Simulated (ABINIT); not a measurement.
Geometry relaxation, with input and output: Au (part 1 of 2)

The run: geometry relaxation of Au (Fm-3m, 1 atom in the cell). Method and program: Kohn-Sham DFT of a periodic cell, PBE, Ansatz PAW PBE generated set soft_1, frozen core, no spin polarisation (ABINIT 10.8.3).

The structure derives from an entry of the Crystallography Open Database.

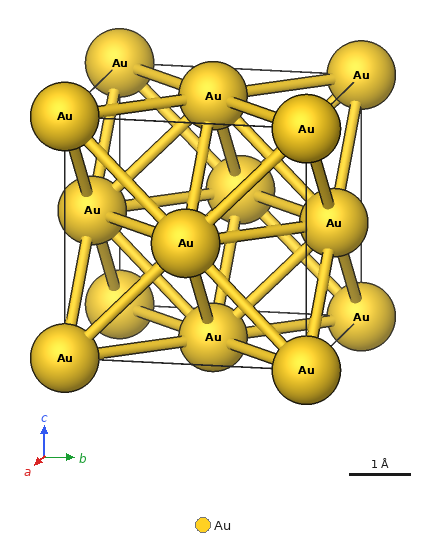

Fig. 1: The structure as given in the input (ball-and-stick view of the cell 4 times as large as that of the calculation, set on its symmetry axes, seen slightly off an axis). An atom can appear more than once, as a periodic image. Near neighbours in the periodic cell (some may lie outside the picture): Au has 12 Au at 2.88 Å.

### Key numbers

- outcome: converged
- space group (tolerance 0.01 Å): Fm-3m (225)
- electrons treated: 19
- free energy: −3747.5139 eV
- gap on the k-point mesh: none (metallic)
- pressure: 0.00 GPa
- final volume: 18.02 Å³
- largest force (length of the vector) at the end: under 0.001 eV/Å
- final cell: a = 2.943 Å, b = 2.943 Å, c = 2.943 Å, α = 60.00°, β = 60.00°, γ = 60.00°
- hardware: 4 threads of Arm Neoverse V1, 24 GiB of memory available, shared host
- wall time: 34 s (CPU time 2.2 min)
- peak memory: 0.68 GiB

### Remarks

Spin–orbit coupling is left out, which matters for Au.

### The input
```
# Pseudopotentials
pp_dirpath "./"
pseudos "Au.GGA_PBE-ansatz_soft_1.xml"

# Structure
acell 3*1.0
rprim
     0.0000000000     3.8455926636     3.8455926636
     3.8455926636     0.0000000000     3.8455926636
     3.8455926636     3.8455926636     0.0000000000
ntypat 1
znucl 79
natom 1
typat 1
chkprim 0
chksymtnons 0
tolsym 1.0e-6
xred
            0.0            0.0            0.0

# Plane-wave basis
ecut 15.4
pawecutdg 30.8
pawxcdev 0
pawovlp -1
ecutsm 0.5

# k points
kptopt 1
ngkpt 8 8 8
nshiftk 1
shiftk 0.0 0.0 0.0

# Exchange and correlation
ixc 11

# Bands and occupations
nband 14
occopt 3
tsmear 0.05 eV

# SCF cycle
nstep 80
tolvrs 1.0e-10

# Output
iomode 3
prteig 0
prtebands 0
prtwf 0
prtden 0

# Relaxation
ionmov 2
optcell 2
ntime 50
tolmxf 2.0e-5
dilatmx 1.08
```

Command:
```bash
mpirun --bind-to none -np 4 abinit run.abi > log 2>&1
```

### The program's output
```
.Version 10.8.3 of ABINIT
 Symmetries : space group Fm -3 m (#225); Bravais cF (face-center cubic)
================================================================================
 Values of the parameters that define the memory need of the present run
     intxc =       0    ionmov =       2      iscf =      17    lmnmax =      26
     lnmax =       8     mgfft =      24  mpssoang =       4    mqgrid =    3001
     natom =       1  nloc_mem =       2    nspden =       1   nspinor =       1
    nsppol =       1      nsym =      48    n1xccc =       1    ntypat =       1
    occopt =       3   xclevel =       2
       mpw =         428          nfft =       13824          nkpt =          29
 PAW method is used; the additional fine FFT grid is defined by:
   mgfftf=        30    nfftf =     27000
================================================================================
================================================================================

--------------------------------------------------------------------------------
------------- Echo of variables that govern the present computation ------------
--------------------------------------------------------------------------------
 -outvars: echo values of preprocessed input variables --------
            acell      1.0000000000E+00  1.0000000000E+00  1.0000000000E+00 Bohr
              amu      1.96966540E+02
          chkprim           0
      chksymtnons           0
          dilatmx      1.08000000E+00
             ecut      1.54000000E+01 Hartree
           ecutsm      5.00000000E-01 Hartree
           ionmov           2
              ixc          11
         kptrlatt        8    0    0      0    8    0      0    0    8
          kptrlen      4.35079144E+01
            natom           1
            nband          14
            ngfft          24      24      24
          ngfftdg          30      30      30
             nkpt          29
            nstep          80
             nsym          48
            ntime          50
           ntypat           1
           occopt           3
          optcell           2
        pawecutdg      3.08000000E+01 Hartree
          pawovlp     -1.0000000000E+00
         pawxcdev           0
           prtden           0
        prtebands           0
           prteig           0
            prtwf           0
            rprim      0.0000000000E+00  3.8455926636E+00  3.8455926636E+00
                       3.8455926636E+00  0.0000000000E+00  3.8455926636E+00
                       3.8455926636E+00  3.8455926636E+00  0.0000000000E+00
          spgroup         225
           tolmxf      2.00000000E-05
           tolsym      1.00000000E-06
           tolvrs      1.00000000E-10
           tsmear      1.83746611E-03 Hartree
            typat      1
           useylm           1
            znucl       79.00000

================================================================================

 chkinp: Checking input parameters for consistency.

================================================================================
== DATASET  1 ==================================================================

--- !DatasetInfo
iteration_state: {dtset: 1, }
dimensions: {natom: 1, nkpt: 29, mband: 14, nsppol: 1, nspinor: 1, nspden: 1, mpw: 428, }
cutoff_energies: {ecut:  15.4, pawecutdg:  30.8, }
electrons: {nelect:   1.90000000E+01, charge:   0.00000000E+00, occopt:   3.00000000E+00, tsmear:   1.83746611E-03, }
meta: {optdriver: 0, ionmov: 2, optcell: 2, iscf: 17, paral_kgb: 0, }
...

 Exchange-correlation functional for the present dataset will be:
  GGA: Perdew-Burke-Ernzerhof functional - ixc=11
  J.P.Perdew, K.Burke, M.Ernzerhof, PRL 77, 3865 (1996)

 Real(R)+Recip(G) space primitive vectors, cartesian coordinates (Bohr,Bohr^-1):
 R(1)=  0.0000000  3.8455927  3.8455927  G(1)= -0.1300190  0.1300190  0.1300190
 R(2)=  3.8455927  0.0000000  3.8455927  G(2)=  0.1300190 -0.1300190  0.1300190
 R(3)=  3.8455927  3.8455927  0.0000000  G(3)=  0.1300190  0.1300190 -0.1300190
 Unit cell volume ucvol=  1.1374173E+02 bohr^3
 Angles (23,13,12)=  6.00000000E+01  6.00000000E+01  6.00000000E+01 degrees

 Coarse grid specifications (used for wave-functions):

 getcut: wavevector=  0.0000  0.0000  0.0000  ngfft=  24  24  24
         ecut(hartree)=     17.963   => boxcut(ratio)=   2.31304

 getcut : COMMENT -
  Note that boxcut > 2.2 ; recall that boxcut=Gcut(box)/Gcut(sphere) = 2
  is sufficient for exact treatment of convolution.
  Such a large boxcut is a waste : you could raise ecut
  e.g. ecut=   24.025680 Hartrees makes boxcut=2

 Fine grid specifications (used for densities):

 getcut: wavevector=  0.0000  0.0000  0.0000  ngfft=  30  30  30
         ecut(hartree)=     35.925   => boxcut(ratio)=   2.04673

--- Pseudopotential description ------------------------------------------------
- pspini: atom type   1  psp file is ./Au.GGA_PBE-ansatz_soft_1.xml
 Pseudopotential format is: paw10
 basis_size (lnmax)=  8 (lmn_size= 26), orbitals=   0   0   0   1   1   2   2   3
 Spheres core radius: rc_sph= 2.63805767
 Shapefunction is NUMERIC type: directly read from atomic data file
 Radius for shape functions =  2.63805767
 Compensation charge density is not taken into account in XC energy/potential

   9.70512042E+02                                ecore*ucvol(ha*bohr**3)
--------------------------------------------------------------------------------

================================================================================

=== [ionmov= 2] Broyden-Fletcher-Goldfarb-Shanno method (forces)
================================================================================

--- Iteration: ( 1/50) Internal Cycle: (1/1)
--------------------------------------------------------------------------------

---SELF-CONSISTENT-FIELD CONVERGENCE--------------------------------------------

--- !BeginCycle
iteration_state: {dtset: 1, itime: 1, icycle: 1, }
solver: {iscf: 17, nstep: 80, nline: 4, wfoptalg: 10, }
tolerances: {tolvrs: 1.00E-10, }
...

     iter   Etot(hartree)      deltaE(h)  residm     nres2
 ETOT  1  -136.57259392725    -1.366E+02 4.789E+00 1.100E+01
 ETOT  2  -137.72561525986    -1.153E+00 2.537E-02 6.179E+00
 ETOT  3  -137.71825230189     7.363E-03 1.968E-03 1.401E+00
 ETOT  4  -137.71754768735     7.046E-04 4.785E-04 4.711E-01
 ETOT  5  -137.71711364127     4.340E-04 2.427E-04 3.068E-04
 ETOT  6  -137.71711599481    -2.354E-06 3.458E-05 2.326E-04
 ETOT  7  -137.71711581531     1.795E-07 2.573E-05 9.864E-06
 ETOT  8  -137.71711581100     4.309E-09 3.684E-06 6.384E-08
 ETOT  9  -137.71711581093     6.878E-11 2.760E-06 1.373E-08
 ETOT 10  -137.71711581091     1.342E-11 8.740E-07 4.791E-10
 ETOT 11  -137.71711581092    -5.969E-13 6.786E-07 2.436E-11

 At SCF step   11       nres2   =  2.44E-11 < tolvrs=  1.00E-10 =>converged.

 Cartesian components of stress tensor (hartree/bohr^3)
  sigma(1 1)= -4.04552056E-04  sigma(3 2)=  0.00000000E+00
  sigma(2 2)= -4.04552056E-04  sigma(3 1)=  0.00000000E+00
  sigma(3 3)= -4.04552056E-04  sigma(2 1)=  0.00000000E+00

--- !ResultsGS
iteration_state: {dtset: 1, itime: 1, icycle: 1, }
comment   : Summary of ground state results
lattice_vectors:
- [  0.0000000,   3.8455927,   3.8455927, ]
- [  3.8455927,   0.0000000,   3.8455927, ]
- [  3.8455927,   3.8455927,   0.0000000, ]
lattice_lengths: [   5.43849,    5.43849,    5.43849, ]
lattice_angles: [ 60.000,  60.000,  60.000, ] # degrees, (23, 13, 12)
lattice_volume:   1.1374173E+02
convergence: {deltae: -5.969E-13, res2:  2.436E-11, residm:  6.786E-07, diffor: null, }
etotal    :  -1.37717116E+02
entropy   :   0.00000000E+00
fermie    :   3.17178845E-01
cartesian_stress_tensor: # hartree/bohr^3
- [ -4.04552056E-04,   0.00000000E+00,   0.00000000E+00, ]
- [  0.00000000E+00,  -4.04552056E-04,   0.00000000E+00, ]
- [  0.00000000E+00,   0.00000000E+00,  -4.04552056E-04, ]
pressure_GPa:   1.1902E+01
xred      :
- [  0.0000E+00,   0.0000E+00,   0.0000E+00, Au]
cartesian_forces: # hartree/bohr
- [ -0.00000000E+00,  -0.00000000E+00,  -0.00000000E+00, ]
force_length_stats: {min:   0.00000000E+00, max:   0.00000000E+00, mean:   0.00000000E+00, }
...

 Integrated electronic density in atomic spheres:
 ------------------------------------------------
 Atom  Sphere_radius  Integrated_density
    1        2.63806         17.89315617

---OUTPUT-----------------------------------------------------------------------

 Cartesian coordinates (xcart) [bohr]
  0.00000000000000E+00  0.00000000000000E+00  0.00000000000000E+00
 Reduced coordinates (xred)
  0.00000000000000E+00  0.00000000000000E+00  0.00000000000000E+00
 Cartesian forces (fcart) [Ha/bohr]; max,rms= 0.00000E+00 0.00000E+00 (free atoms)
 -0.00000000000000E+00 -0.00000000000000E+00 -0.00000000000000E+00
 Gradient of E wrt nuclear positions in reduced coordinates (gred)
  0.00000000000000E+00  0.00000000000000E+00  0.00000000000000E+00
 Scale of Primitive Cell (acell) [bohr]
  1.00000000000000E+00  1.00000000000000E+00  1.00000000000000E+00
 Real space primitive translations (rprimd) [bohr]
  0.00000000000000E+00  3.84559266360000E+00  3.84559266360000E+00
  3.84559266360000E+00  0.00000000000000E+00  3.84559266360000E+00
  3.84559266360000E+00  3.84559266360000E+00  0.00000000000000E+00
 Unitary Cell Volume (ucvol) [Bohr^3]=  1.13741732074631E+02
 Angles (23,13,12)= [degrees]
  6.00000000000000E+01  6.00000000000000E+01  6.00000000000000E+01
 Lengths [Bohr]
  5.43848930022560E+00  5.43848930022560E+00  5.43848930022560E+00
 Stress tensor in cartesian coordinates (strten) [Ha/bohr^3]
 -4.04552056433971E-04  0.00000000000000E+00  0.00000000000000E+00
  0.00000000000000E+00 -4.04552056433957E-04  0.00000000000000E+00
  0.00000000000000E+00  0.00000000000000E+00 -4.04552056433943E-04
 Total energy (etotal) [Ha]= -1.37717115810915E+02

--- Iteration: ( 2/50) Internal Cycle: (1/1)
--------------------------------------------------------------------------------

---SELF-CONSISTENT-FIELD CONVERGENCE--------------------------------------------

--- !BeginCycle
iteration_state: {dtset: 1, itime: 2, icycle: 1, }
solver: {iscf: 17, nstep: 80, nline: 4, wfoptalg: 10, }
tolerances: {tolvrs: 1.00E-10, }
...

     iter   Etot(hartree)      deltaE(h)  residm     nres2
 ETOT  1  -137.74191850501    -1.377E+02 1.072E-04 7.207E+00
 ETOT  2  -137.72208181269     1.984E-02 1.730E-04 1.488E+00
 ETOT  3  -137.71821985594     3.862E-03 2.931E-04 1.893E-02
 ETOT  4  -137.71829465322    -7.480E-05 5.094E-05 8.356E-04
 ETOT  5  -137.71829962626    -4.973E-06 1.299E-05 7.164E-05
 ETOT  6  -137.71829968536    -5.910E-08 1.751E-05 1.922E-06
 ETOT  7  -137.71829969298    -7.614E-09 4.225E-06 3.429E-08
 ETOT  8  -137.71829969302    -4.428E-11 5.610E-06 8.475E-10
 ETOT  9  -137.71829969303    -6.480E-12 1.402E-06 2.646E-11

 At SCF step    9       nres2   =  2.65E-11 < tolvrs=  1.00E-10 =>converged.

 Cartesian components of stress tensor (hartree/bohr^3)
  sigma(1 1)= -1.67855035E-04  sigma(3 2)=  0.00000000E+00
  sigma(2 2)= -1.67855035E-04  sigma(3 1)=  0.00000000E+00
  sigma(3 3)= -1.67855035E-04  sigma(2 1)=  0.00000000E+00

--- !ResultsGS
iteration_state: {dtset: 1, itime: 2, icycle: 1, }
comment   : Summary of ground state results
lattice_vectors:
- [  0.0000000,   3.8922649,   3.8922649, ]
- [  3.8922649,   0.0000000,   3.8922649, ]
- [  3.8922649,   3.8922649,   0.0000000, ]
lattice_lengths: [   5.50449,    5.50449,    5.50449, ]
lattice_angles: [ 60.000,  60.000,  60.000, ] # degrees, (23, 13, 12)
lattice_volume:   1.1793350E+02
convergence: {deltae: -6.480E-12, res2:  2.646E-11, residm:  1.402E-06, diffor: null, }
etotal    :  -1.37718300E+02
entropy   :   0.00000000E+00
fermie    :   2.95512023E-01
cartesian_stress_tensor: # hartree/bohr^3
- [ -1.67855035E-04,   0.00000000E+00,   0.00000000E+00, ]
- [  0.00000000E+00,  -1.67855035E-04,   0.00000000E+00, ]
- [  0.00000000E+00,   0.00000000E+00,  -1.67855035E-04, ]
pressure_GPa:   4.9385E+00
xred      :
- [  0.0000E+00,   0.0000E+00,   0.0000E+00, Au]
cartesian_forces: # hartree/bohr
- [ -0.00000000E+00,  -0.00000000E+00,  -0.00000000E+00, ]
force_length_stats: {min:   0.00000000E+00, max:   0.00000000E+00, mean:   0.00000000E+00, }
...

 Integrated electronic density in atomic spheres:
 ------------------------------------------------
 Atom  Sphere_radius  Integrated_density
    1        2.63806         17.83544856

---OUTPUT-----------------------------------------------------------------------

 Cartesian coordinates (xcart) [bohr]
  0.00000000000000E+00  0.00000000000000E+00  0.00000000000000E+00
 Reduced coordinates (xred)
  0.00000000000000E+00  0.00000000000000E+00  0.00000000000000E+00
 Cartesian forces (fcart) [Ha/bohr]; max,rms= 0.00000E+00 0.00000E+00 (free atoms)
 -0.00000000000000E+00 -0.00000000000000E+00 -0.00000000000000E+00
 Gradient of E wrt nuclear positions in reduced coordinates (gred)
  0.00000000000000E+00  0.00000000000000E+00  0.00000000000000E+00
 Scale of Primitive Cell (acell) [bohr]
  5.50449386113461E+00  5.50449386113461E+00  5.50449386113461E+00
 Real space primitive translations (rprimd) [bohr]
  0.00000000000000E+00  3.89226493620800E+00  3.89226493620800E+00
  3.89226493620800E+00  0.00000000000000E+00  3.89226493620800E+00
  3.89226493620800E+00  3.89226493620800E+00  0.00000000000000E+00
 Unitary Cell Volume (ucvol) [Bohr^3]=  1.17933497203104E+02
 Angles (23,13,12)= [degrees]
  6.00000000000000E+01  6.00000000000000E+01  6.00000000000000E+01
 Lengths [Bohr]
  5.50449386113461E+00  5.50449386113461E+00  5.50449386113461E+00
 Stress tensor in cartesian coordinates (strten) [Ha/bohr^3]
 -1.67855034612904E-04  0.00000000000000E+00  0.00000000000000E+00
  0.00000000000000E+00 -1.67855034612904E-04  0.00000000000000E+00
  0.00000000000000E+00  0.00000000000000E+00 -1.67855034612904E-04
 Total energy (etotal) [Ha]= -1.37718299693029E+02
```
